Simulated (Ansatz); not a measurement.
Single-point calculation, with input and output: SnSe (part 2 of 2)

SnSe (slab, 12 atoms in the cell); DFT PBE, scalar-relativistic, plane waves, PAW, no spin polarisation (Ansatz 0.2.0); cutoff 420 eV, 8×6×1 k-mesh, Gaussian smearing of 0.05 eV. The structure derives from an entry of the Crystallography Open Database. It belongs to a series of runs on one base structure; here: (1 1 0) slab cut from the bulk.

Geometry of the input (Å; fractional positions):
```
4.2862  0.0000  0.0000
0.0000  6.0616  0.0000
0.0000  0.0000  25.7155
Sn 0.5000  0.5000  0.2917
Se 0.5000  0.0000  0.2917
Sn 0.0000  0.0000  0.3750
Se 0.0000  0.5000  0.3750
Sn 0.5000  0.5000  0.4583
Se 0.5000  0.0000  0.4583
Sn 0.0000  0.0000  0.5417
Se 0.0000  0.5000  0.5417
Sn 0.5000  0.5000  0.6250
Se 0.5000  0.0000  0.6250
Sn 0.0000  0.0000  0.7083
Se 0.0000  0.5000  0.7083
```

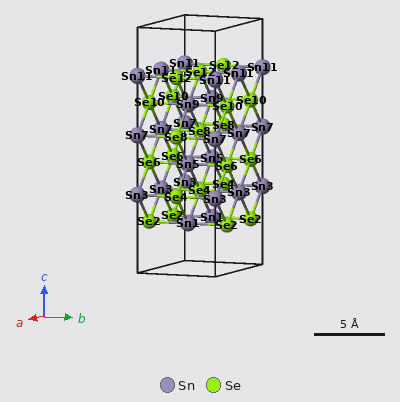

The structure (ball-and-stick view of the 2 × 1 repeat of the cell, with the vacuum cut short, seen slightly off an axis; atoms are numbered from 1 in the order of the input). An atom can appear more than once, as a periodic image.

## The program's output, continued
```
SCF iter   1: F=—  HF=-68963.543837 eV  |F-HF|=—  |Δ(HF+E_count)|=         —  Δρ=1.58e-3  dr2=5.40e-2  ethr=1.77e-3  p=-0.000 e·Å  D=-1.16e-14 V/Å  ΔV_dip=0.00 eV  dr2_dipole=2.32e-8  V_vac-E_F(+/−)=4.41/4.41 eV  ⟨swp⟩=7.2  Hψ=8569  notcnv=0  defer=30
efield: sawtooth ramp at fractional position 0.9800 (placed from the atoms, in the widest stretch of the axis that holds none; the zero of the levels goes with the place), width 0.0400; the density the first Hamiltonian is built on has a dipole p = -0.000 e·Å; the dipole correction subtracts the counter field D = -1.16e-14 V/Å, which shifts the + side's vacuum level by +0.00 eV against the − side's; the planar-averaged density in the ramp window peaks in size at 1.5e-5 e/Å³
preconditioner: auto → Resta (q_TF=auto, 2.193 Å⁻¹)  ε∞=2.9  [insulator: Δε(μ)=0.361 eV  Ē_g=8.133 eV  σ=0.050 eV  W_gap=1.00  n_scr=126 (ndim 8)  ℏωp=11.1 eV  f_vac=0.465  D(μ)=0.00/eV (n_scr^D=0)  ε∞_Penn≈2.9  vacuum switching on, ρ_ref=4.8e-3 e/Å³]
SCF iter   2: F=—  HF=-68963.530555 eV  |F-HF|=—  |Δ(HF+E_count)|=   1.33e-2  Δρ=7.10e-4  dr2=6.92e-3  ethr=3.00e-5  p=0.000 e·Å  D=2.46e-5 V/Å  ΔV_dip=-0.00 eV  dr2_dipole=6.71e-7  V_vac-E_F(+/−)=4.36/4.36 eV  ⟨swp⟩=2.8  Hψ=3788  notcnv=0  defer=186
SCF iter   3: F=—  HF=-68963.530778 eV  |F-HF|=—  |Δ(HF+E_count)|=   2.23e-4  Δρ=3.88e-4  dr2=5.38e-3  ethr=3.84e-6  p=-0.000 e·Å  D=-8.53e-5 V/Å  ΔV_dip=0.00 eV  dr2_dipole=8.29e-6  V_vac-E_F(+/−)=4.39/4.39 eV  ⟨swp⟩=2.6  Hψ=3210  notcnv=0  defer=186
SCF iter   4: F=—  HF=-68963.530853 eV  |F-HF|=—  |Δ(HF+E_count)|=   7.46e-5  Δρ=2.26e-4  dr2=2.16e-3  ethr=2.99e-6  p=0.001 e·Å  D=2.38e-4 V/Å  ΔV_dip=-0.01 eV  dr2_dipole=6.23e-5  V_vac-E_F(+/−)=4.36/4.36 eV  ⟨swp⟩=2.0  Hψ=2212  notcnv=0  defer=186
SCF iter   5: F=—  HF=-68963.530866 eV  |F-HF|=—  |Δ(HF+E_count)|=   1.37e-5  Δρ=1.07e-4  dr2=6.62e-4  ethr=1.20e-6  p=-0.002 e·Å  D=-5.89e-4 V/Å  ΔV_dip=0.02 eV  dr2_dipole=3.85e-4  V_vac-E_F(+/−)=4.38/4.36 eV  ⟨swp⟩=2.0  Hψ=2135  notcnv=0  defer=186
SCF iter   6: F=—  HF=-68963.530895 eV  |F-HF|=—  |Δ(HF+E_count)|=   2.91e-5  Δρ=7.30e-5  dr2=5.68e-4  ethr=3.68e-7  p=0.002 e·Å  D=6.26e-4 V/Å  ΔV_dip=-0.02 eV  dr2_dipole=4.34e-4  V_vac-E_F(+/−)=4.36/4.38 eV  ⟨swp⟩=2.0  Hψ=2197  notcnv=0  defer=186
SCF iter   7: F=—  HF=-68963.530882 eV  |F-HF|=—  |Δ(HF+E_count)|=   1.37e-5  Δρ=3.74e-5  dr2=1.13e-4  ethr=3.16e-7  p=0.001 e·Å  D=2.74e-4 V/Å  ΔV_dip=-0.01 eV  dr2_dipole=8.26e-5  V_vac-E_F(+/−)=4.37/4.37 eV  ⟨swp⟩=1.4  Hψ=1936  notcnv=0  defer=186
SCF iter   8: F=—  HF=-68963.530881 eV  |F-HF|=—  |Δ(HF+E_count)|=   1.10e-6  Δρ=1.24e-5  dr2=7.67e-6  ethr=6.26e-8  p=0.000 e·Å  D=6.64e-5 V/Å  ΔV_dip=-0.00 eV  dr2_dipole=4.98e-6  V_vac-E_F(+/−)=4.37/4.37 eV  ⟨swp⟩=1.6  Hψ=1965  notcnv=0  defer=186
SCF iter   9: F=—  HF=-68963.530832 eV  |F-HF|=—  |Δ(HF+E_count)|=   4.87e-5  Δρ=2.90e-6  dr2=1.64e-7  ethr=4.26e-9  p=0.000 e·Å  D=7.50e-6 V/Å  ΔV_dip=-0.00 eV  dr2_dipole=5.92e-8  V_vac-E_F(+/−)=4.37/4.37 eV  ⟨swp⟩=2.0  Hψ=2612  notcnv=0  defer=235
SCF iter  10: F=-68963.530832 eV  HF=-68963.530832 eV  |F-HF|=7.99e-9  |Δ(HF+E_count)|=   1.15e-7  Δρ=9.77e-7  dr2=8.53e-9  ethr=5.56e-11  p=0.000 e·Å  D=6.54e-7 V/Å  ΔV_dip=-0.00 eV  dr2_dipole=3.25e-10  V_vac-E_F(+/−)=4.37/4.37 eV  ⟨swp⟩=16.8  Hψ=17305  notcnv=0
SCF 1 converged in 10 iterations: F = -68963.530832 eV  dr2 = 8.53e-9
  greatest PAW one-centre occupation: 1.000 electrons in one spin orbital (limit 2), on the Se atom at site 7 (counted from 0), in its partial waves of l = 2
WARN: The output density's exchange-correlation potential varies sharply where the density is thin. Do not read a vacuum level from v_tot or v_xc, or from such a field of the output density. On a cell that repeats whose density bears no net charge and no dipole along the vacuum's axis use v_es (v_loc + v_h of the components); under efield.dipole_correction with no amplitude use v_es + v_field, which holds any external_charges[].barrier, or the levels of the report's work_function block, which leave it out; under a non-zero efield.amplitude the vacuum is tilted and has no level; on a cell that repeats and bears such a dipole with no correction it is tilted too, and efield.dipole_correction with no amplitude gives each side of its ramp a level where efield: is served; in a cell that repeats whose density bears a net charge (total_charge, or a fill off its count) it is curved and has none; of a slab under crystal.periodic whose density bears no net charge use v_es, which has a level on each side, short of where the two are joined; of another it falls or rises all the way out and has none; of a slab beside external_charges read slab_vacuum_level instead, which it has where they leave it neutral. The grid or the basis barely resolves most such structure, and the values can differ between equally converged runs; as a rule a tighter scf.convergence.dr2_threshold does not remove it. Where the density itself ripples (under the LDA too) a higher basis.ecutwfc lessens it. The files hold the spikes' plane waves up to the density's cutoff. Files: v_tot_of_output_density and the like, and their columns of v_z.tsv (output.write_potential); v_xc_of_output_density and the like, and their columns of v_comp_z.tsv (output.write_potential_components). Measured: with its Gaussian average of σ = 0.25 Å subtracted twice, the exchange-correlation potential is over 0.1 eV at 20 of the grid points where the equally averaged density (valence and model cores) is under 1e-3 e/Å³, and 0.141 eV at the most among them, at an averaged density of 1.2e-8 e/Å³. See output.write_potential in the manual, Limitations
SCF converged after 10 iterations
Free energy (F): -68963.530832 eV
Harris-Foulkes:  -68963.530832 eV  (|F-HF|=7.99e-9)
Internal energy: -68963.530832 eV  (E = F + TS)
E sigma→0 (E₀):  -68963.530832 eV
Entropy (-TS):   -0.000000 eV (-0.000 meV/atom)
Fermi energy:    2.174438 eV
Dipole field:    D = -0.000013 V/Å  (p = -0.000047 e·Å, saw-weighted, corrected)
Work function:   Φ+ = 4.3688 eV   Φ− = 4.3684 eV
Levels:          The Fermi level and band energies are counted from a zero that moves with the ramp; work functions are not
--- Per-component energies (eV) ---
  E_band       = -4074.774055
  E_kinetic    = 1809.904017
  E_local      = -143506.770438  (includes V_loc(G=0)·N_el)
  E_nonlocal   = -3771.302912
  E_hartree    = 71669.268146
  E_xc         = -2919.797001
  E_vxc        = -1161.076823  (∫ρ·V_xc dr)
  E_paw        = -36264.485885  (= ΣΔE_a)
  E_vpaw       = -784.051598  (= ΣTr[D̂ρ^β])
  E_aug_tail   = -0.003410  (compensation charges beyond the density's cutoff)
  E_efield     = 0.000000  (sawtooth field / dipole correction)
  E_vefield    = 0.000000  (∫n·V_field dr)
  E_ewald      = 44019.656651
  E_smearing   = -0.000000  (= −TS)
  E_closure    = -0.000000  (closes the sum)
  Σ components = -68963.530832   (vs F -68963.530832, Δ=0.00e0)
--- Forces (eV/Å), atoms counted from 1 ---
  atom   1  Sn    -0.00000000    -0.00000000     0.69471798
  atom   2  Se     0.00000000     0.00000000     0.57494615
  atom   3  Sn    -0.00000000     0.00000000    -0.94370224
  atom   4  Se     0.00000000    -0.00000000    -0.74889232
  atom   5  Sn     0.00000000     0.00000000     0.42474605
  atom   6  Se    -0.00000000    -0.00000000     0.44173842
  atom   7  Sn     0.00000000     0.00000000    -0.42474682
  atom   8  Se    -0.00000000     0.00000000    -0.44173592
  atom   9  Sn    -0.00000000     0.00000000     0.94368872
  atom  10  Se     0.00000000    -0.00000000     0.74890242
  atom  11  Sn    -0.00000000     0.00000000    -0.69472566
  atom  12  Se     0.00000000    -0.00000000    -0.57493251
  max |Σ_I F_I| component: 4.27e-6 eV/Å
--- Stress (GPa, compression-positive) ---
       -0.913804       0.000000      -0.000000
        0.000000      -0.896917      -0.000000
       -0.000000      -0.000000      -1.098280
  P = ⅓ Tr σ = -0.9697 GPa (-9.697 kbar)
--- Band table (eV; the first three rows and the last of 20) ---
  k-point 0: bands = ["-45.6941", "-45.6941", "-45.6930", "-45.6930", "-45.6701", "-45.6701", "-45.6651", "-45.6651", "-45.6603", "-45.6603", "-45.4152", "-45.4152", "-45.4137", "-45.4136", "-45.4111", "-45.4111", "-45.4107", "-45.4107", "-45.4092", "-45.4092", "-44.7343", "-44.7343", "-44.7229", "-44.7229", "-44.7188", "-44.7187", "-44.6870", "-44.6869", "-44.6861", "-44.6861", "-19.8224", "-19.8223", "-19.8166", "-19.8166", "-19.7607", "-19.7607", "-19.7482", "-19.7481", "-19.7435", "-19.7435", "-19.5457", "-19.5365", "-19.5344", "-19.5331", "-19.5310", "-19.5297", "-19.5283", "-19.5268", "-19.5218", "-19.5204", "-19.2015", "-19.2014", "-19.1801", "-19.1801", "-19.1785", "-19.1784", "-19.1561", "-19.1561", "-19.1540", "-19.1540", "-11.4723", "-11.2011", "-10.7520", "-10.4369", "-9.8221", "-9.8207", "-5.1051", "-4.8227", "-4.6026", "-4.0666", "-3.9268", "-3.2225", "-2.9892", "-2.5094", "-1.8088", "-1.2000", "-1.0229", "-0.9746", "-0.7113", "-0.3951", "-0.1609", "-0.0545", "0.0005", "0.1862", "0.4575", "0.8364", "1.0272", "1.1314", "1.3045", "1.8220", "2.8442", "3.6865", "3.8450", "3.8727", "4.4586", "4.6571", "5.0188", "5.2200", "5.6651", "5.8823", "5.9115", "6.0422", "6.2164", "6.2336", "6.4880", "6.5337", "6.6864", "6.9192"]
  k-point 1: bands = ["-45.6941", "-45.6941", "-45.6930", "-45.6930", "-45.6701", "-45.6701", "-45.6651", "-45.6651", "-45.6603", "-45.6603", "-45.4152", "-45.4152", "-45.4137", "-45.4136", "-45.4111", "-45.4111", "-45.4107", "-45.4107", "-45.4092", "-45.4092", "-44.7343", "-44.7343", "-44.7229", "-44.7229", "-44.7188", "-44.7187", "-44.6870", "-44.6869", "-44.6861", "-44.6861", "-19.8223", "-19.8223", "-19.8166", "-19.8166", "-19.7607", "-19.7607", "-19.7482", "-19.7482", "-19.7431", "-19.7431", "-19.5446", "-19.5368", "-19.5345", "-19.5329", "-19.5323", "-19.5282", "-19.5276", "-19.5273", "-19.5221", "-19.5207", "-19.2009", "-19.2008", "-19.1801", "-19.1801", "-19.1786", "-19.1785", "-19.1561", "-19.1560", "-19.1540", "-19.1540", "-11.4163", "-11.1651", "-10.7537", "-10.5029", "-9.8399", "-9.8334", "-5.2823", "-5.0279", "-4.7961", "-4.3460", "-4.1795", "-3.5135", "-2.3266", "-1.9964", "-1.3595", "-1.1257", "-0.9037", "-0.6554", "-0.5740", "-0.1498", "0.0082", "0.0828", "0.0939", "0.3977", "0.4230", "0.9709", "1.0004", "1.1266", "1.2340", "1.8942", "2.6810", "3.5251", "3.7636", "3.7855", "4.3097", "4.6313", "4.7655", "5.2074", "5.3054", "5.4999", "5.5435", "5.8059", "5.8361", "5.9166", "6.0665", "6.3460", "6.4286", "6.7662"]
  k-point 2: bands = ["-45.6941", "-45.6941", "-45.6930", "-45.6930", "-45.6701", "-45.6701", "-45.6651", "-45.6651", "-45.6603", "-45.6603", "-45.4152", "-45.4152", "-45.4137", "-45.4136", "-45.4111", "-45.4111", "-45.4107", "-45.4107", "-45.4092", "-45.4092", "-44.7343", "-44.7343", "-44.7229", "-44.7229", "-44.7188", "-44.7187", "-44.6870", "-44.6869", "-44.6861", "-44.6861", "-19.8223", "-19.8223", "-19.8166", "-19.8166", "-19.7608", "-19.7608", "-19.7482", "-19.7482", "-19.7424", "-19.7424", "-19.5420", "-19.5376", "-19.5346", "-19.5336", "-19.5321", "-19.5287", "-19.5261", "-19.5257", "-19.5229", "-19.5217", "-19.1998", "-19.1997", "-19.1802", "-19.1802", "-19.1787", "-19.1786", "-19.1561", "-19.1560", "-19.1540", "-19.1540", "-11.2618", "-11.0807", "-10.7755", "-10.6760", "-9.8717", "-9.8591", "-5.5414", "-5.3828", "-5.0119", "-4.6462", "-4.5303", "-4.0326", "-1.0970", "-1.0313", "-0.9185", "-0.5383", "-0.5115", "-0.4053", "-0.1175", "-0.1076", "-0.0201", "0.1815", "0.3826", "0.9332", "0.9727", "1.0955", "1.0971", "1.3994", "1.4959", "1.9868", "2.5946", "2.9289", "3.6648", "3.6918", "3.8504", "3.9755", "3.9884", "4.0614", "4.4203", "4.6636", "5.1053", "5.1812", "5.2180", "5.4305", "5.7151", "5.8369", "6.1957", "6.2086"]
  k-point 19: bands = ["-45.6941", "-45.6941", "-45.6929", "-45.6929", "-45.6701", "-45.6701", "-45.6651", "-45.6651", "-45.6603", "-45.6603", "-45.4151", "-45.4151", "-45.4137", "-45.4137", "-45.4111", "-45.4111", "-45.4107", "-45.4107", "-45.4091", "-45.4091", "-44.7343", "-44.7342", "-44.7229", "-44.7229", "-44.7188", "-44.7188", "-44.6870", "-44.6869", "-44.6860", "-44.6860", "-19.8230", "-19.8230", "-19.8125", "-19.8125", "-19.7638", "-19.7638", "-19.7479", "-19.7479", "-19.7387", "-19.7387", "-19.5437", "-19.5437", "-19.5314", "-19.5314", "-19.5281", "-19.5281", "-19.5235", "-19.5235", "-19.5234", "-19.5234", "-19.1930", "-19.1930", "-19.1837", "-19.1837", "-19.1782", "-19.1782", "-19.1642", "-19.1642", "-19.1472", "-19.1472", "-10.7323", "-10.7323", "-10.4844", "-10.4844", "-9.6359", "-9.6358", "-5.6395", "-5.6395", "-5.1182", "-5.1182", "-4.7346", "-4.7346", "-2.1046", "-2.1046", "-1.8325", "-1.8325", "-1.0978", "-1.0978", "-0.6339", "-0.6339", "0.3051", "0.3051", "0.4223", "0.4223", "1.3734", "1.3734", "1.8257", "1.8257", "2.0035", "2.0035", "2.3388", "2.3388", "3.1207", "3.1207", "3.5125", "3.5125", "3.6871", "3.6871", "3.7489", "3.7489", "4.6443", "4.6443", "5.4705", "5.4705", "6.2954", "6.2954", "6.6545", "6.6545"]
```

## Summary

```csv
quantity,value
outcome,converged
electrons treated,180
free energy,−68963.5308 eV
"work function, top face",4.37 eV
"work function, bottom face",4.37 eV
Fermi energy,2.174 eV
gap on the k-point mesh,0.34 eV
work function (upper face),4.37 eV
largest force (length of the vector),0.944 eV/Å
hardware,"1 thread of Intel Xeon (Sapphire Rapids), 32 GiB of memory available, shared host"
wall time,2.1 min
peak memory,1.4 GiB
```

## Notes

Warnings of the run: the exchange-correlation potential is rough where the density is thin.
